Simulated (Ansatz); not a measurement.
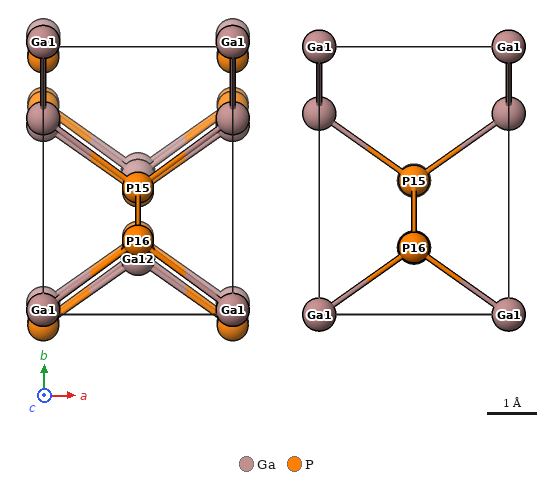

Two geometries of an interface cell of composition GaP, drawn at one scale. One is the start of a relaxation, the other its converged end. The picture is a ball-and-stick view of the cell of the calculation, seen along the c axis.

Level of theory: DFT PBE, scalar-relativistic, plane waves, PAW in Ansatz 0.2.0. Settings: plane-wave cutoff 420 eV; k-point mesh 8 × 6 × 2; occupations gaussian; smearing width 0.05 eV; no spin polarisation; cell relaxed at fixed a, b, alpha, beta, gamma; force threshold 0.02 eV/Å; at most 45 steps.

> Which of the two is the end point?

The left one is the relaxed one. Case: antiphase boundary on (1 1 0), species swapped. The largest moves relative to the cell, 0.23 Å, are those of Ga atoms. By element the largest moves are Ga 0.23 Å, P 0.23 Å. Cell: a unchanged at 3.893 Å, b unchanged at 5.505 Å, c 15.571 → 15.606 Å (+0.2 %). Volume +0.2 %. Near-neighbour distances that change, for instance: P–P 2.384 → 2.227 Å, Ga–Ga 2.384 → 2.451 Å, Ga–P 2.384 → 2.413 Å. Bond angles that change, for instance: P–P–Ga 109.5° → 113.4°, Ga–P–Ga 109.5° → 105.6°, Ga–P–Ga 109.5° → 112.9°. Over 3 accepted moves (5 points after the start) the energy falls by 0.488 eV per cell of the calculation. Largest force component: 0.97 eV/Å at the start, 0.0059 eV/Å at the end. Pressure: 0.63 GPa at the start and 0.25 GPa at the end. The line search rejected the trial step at point 3 of the run. The SCF was repeated once at an unchanged geometry on a basis and grid sized afresh for the cell, which shifted the energy by 0.2 meV per cell of the calculation at most.
